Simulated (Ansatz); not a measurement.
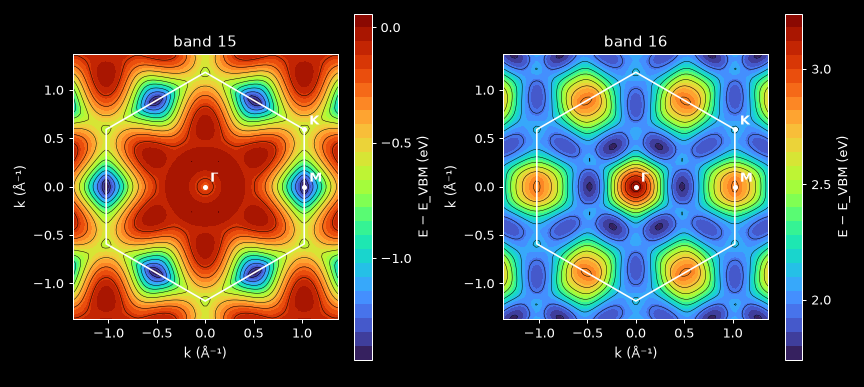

Two bands of a single layer of PtS2 (space group of the slab cell P-3m1) over the plane of the sheet: the highest mostly filled and the lowest mostly empty one.

All numbers here come from Ansatz 0.2.0, DFT PBE, scalar-relativistic, plane waves, PAW; levels and slopes on a dense k mesh at the converged density. No spin polarisation. k mesh for the levels: 54×54×1. Cell and positions as given, without relaxation.

Give both levels and their distance at the named points.

```
point  lower band (eV)  upper band (eV)  distance (eV)
    Γ            −0.20             3.20           3.40
    K            −0.67             2.15           2.82
    M            −1.43             2.86           4.29
```

Where are the band edges of the whole zone?

The valence band has six equivalent maxima on the Γ–M line, nearly flat in one direction, with mass 0.84 mₑ across; the conduction band has six equivalent minima on the Γ–M line, principal masses 0.27 and 0.68 mₑ. The gap is indirect, 1.79 eV at this level of theory, which underestimates gaps and can reorder valleys that lie close. Another valley lies within 0.05 eV of an edge, so the kind of gap can change with the cell or the functional.

Spin-orbit coupling, left out here, can change the gap, its kind, the place of the band edges and the masses, since the compound holds Pt.
